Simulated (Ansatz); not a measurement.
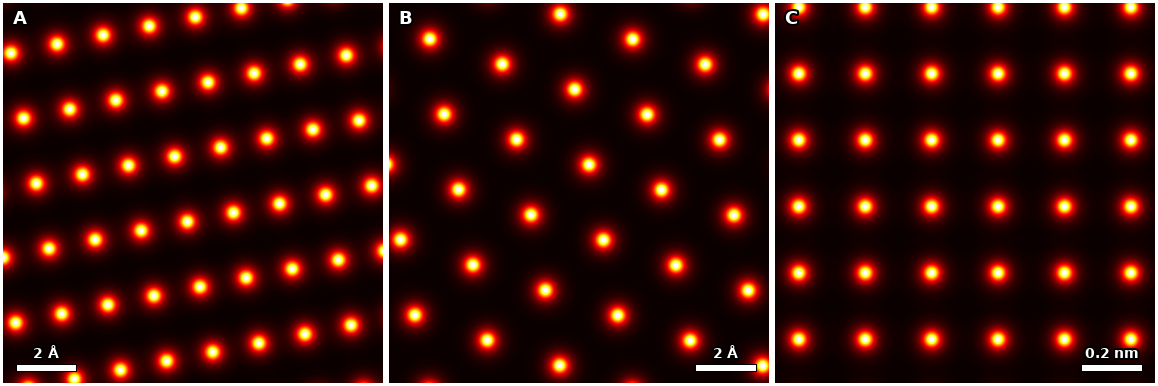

Three views of Au (Im-3m, No. 229) along different zone axes. Computed as the sum of neutral-atom potentials (tabulated electron scattering factors, B = 0.3 Å²) projected along the beam and smoothed by 0.25 Å; brighter is more positive. Structure used: coordinates from a relaxation with DFT, LDA (PW92), plane waves (420 eV) with PAW, scalar-relativistic (Ansatz); the starting structure was generated, so it need not be a known form of this composition.

```xyz
2
Lattice="3.2132 0.0000 0.0000 0.0000 3.2132 0.0000 0.0000 0.0000 3.2132" Properties=species:S:1:pos:R:3 pbc="T T T"
Au    0.0000    0.0000    0.0000
Au    1.6066    1.6066    1.6066
```

Question: Match the panels to the zone axes [001], [110] and [111].

Answer: A is [110]: projected cell 1.61 × 2.27 Å, 90°, plane group p2mm. B is [111]: projected cell 2.62 × 2.62 Å, 120°, plane group p6mm. C is [001]: projected cell 2.27 × 2.27 Å, 90°, plane group p4mm.
